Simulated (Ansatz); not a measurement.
System: HfSi3O8.

Input file:

```
crystal:
  lattice:
    - [5.3228272445, 0.0, 0.0]
    - [0.0, 5.3228272445, 0.0]
    - [0.0, 0.0, 7.93650909]
  atoms:
    - { symbol: Hf, position: [0.5, 0.5, 0.5] }
    - { symbol: Si, position: [0.0, 0.0, 0.0] }
    - { symbol: Si, position: [0.5, 0.0, 0.7781413922] }
    - { symbol: Si, position: [0.0, 0.5, 0.2218586078] }
    - { symbol: O, position: [0.4226919822, 0.7687585125, 0.655480651] }
    - { symbol: O, position: [0.9303955131, 0.2516207265, 0.1090817262] }
    - { symbol: O, position: [0.7483792735, 0.9303955131, 0.8909182738] }
    - { symbol: O, position: [0.2312414875, 0.4226919822, 0.344519349] }
    - { symbol: O, position: [0.5773080178, 0.2312414875, 0.655480651] }
    - { symbol: O, position: [0.0696044869, 0.7483792735, 0.1090817262] }
    - { symbol: O, position: [0.2516207265, 0.0696044869, 0.8909182738] }
    - { symbol: O, position: [0.7687585125, 0.5773080178, 0.344519349] }
basis:
  ecutwfc: 500
kpoints:
  mp_grid: { grid: [4, 4, 4] }
  band_path:
    path:
      - [[0.0, 0.0, 0.0], [0.0, 0.5, 0.0], [0.5, 0.5, 0.0], [0.0, 0.0, 0.0], [0.0, 0.0, 0.5], [0.0, 0.5, 0.5], [0.5, 0.5, 0.5], [0.0, 0.0, 0.5]]
      - [[0.0, 0.5, 0.0], [0.0, 0.5, 0.5]]
      - [[0.5, 0.5, 0.0], [0.5, 0.5, 0.5]]
    npoints: 10
hamiltonian:
  xc: r2scan
scf:
  occupations: { method: gaussian, width: 0.02 }
  n_extra_bands: 30
output:
  forces: true
  stress: true
  eigenvalues: true
  populations: true
  dos: { projected: true, de: 0.02, nscf_kmesh: { grid: [6, 6, 6] } }
  bader: false
  write_density: true
  write_potential: true
  elf: true
  volumetric_format: npy
```

Command:

```sh
ansatz run input.yaml --threads 1 --pin off --max-ram 2560MiB --backend cpu --events-out ev --progress --plain --runs-dir out
```

Below, planes, directions and counts refer to the conventional cell (a = 5.32 Å, b = 5.32 Å, c = 7.94 Å, α = 90.00°, β = 90.00°, γ = 90.00°).

Space group P-4; a structure generated by program, which may or may not match a known phase; computed pressure about −3 GPa in this cell.

The calculation used Ansatz, DFT r2SCAN, scalar-relativistic, plane waves, PAW.

What will maps of the valence pseudo-density and electron localisation function show?

Answer. Si–O (1.62 Å): ρ is about 1.3 e/Å³ halfway; the ELF peaks at about 0.85 between the atoms; a short, strongly polar bond.

Metal or insulator at this level of theory?

Answer. It is gapped, with a Kohn–Sham gap of 5.5 eV on the k-point mesh, an upper bound to the gap of this method.

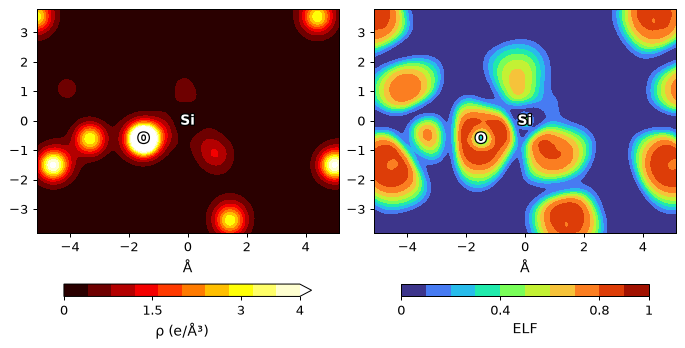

Computed valence pseudo-density and electron localisation function on the (111) plane of the conventional cell, in this order. Atoms just off the plane (Hf, 0.8 Å away, Si, 0.9 Å away and O, 0.4 Å away) can leave unmarked features too.

The density is the valence pseudo-density of a PAW calculation; it isn't the true density close to the nuclei.
